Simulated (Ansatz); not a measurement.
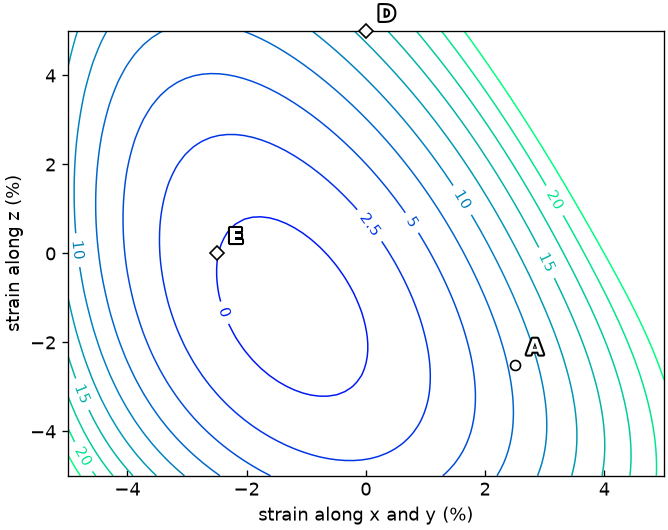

LiCl (Fm-3m, No. 225; 2 atoms in the cell). The cell is strained homogeneously, by one strain along x and y and another along z, with fractional coordinates fixed (x, y and z along the cube axes). Coordinates scanned: (1) strain along x and y; (2) strain along z. Grid: 5 × 5 points. Energies: meV/atom, counted from the lowest grid point. The reference cell is the one listed in the database, not relaxed at this level. Theory: DFT PBEsol, scalar-relativistic, plane waves, PAW (Ansatz 0.2.0). Settings: cutoff 420 eV, k-mesh 8×8×8, gaussian smearing 0.05 eV, no spin polarisation.

In the figure: contour lines labelled in meV/atom (none above 22.5), lettered points. Between grid points the surface is interpolated.

Rank the lettered points by energy, lowest first.

Answer. E (0.0 meV/atom), A (8.1 meV/atom), D (13.3 meV/atom).
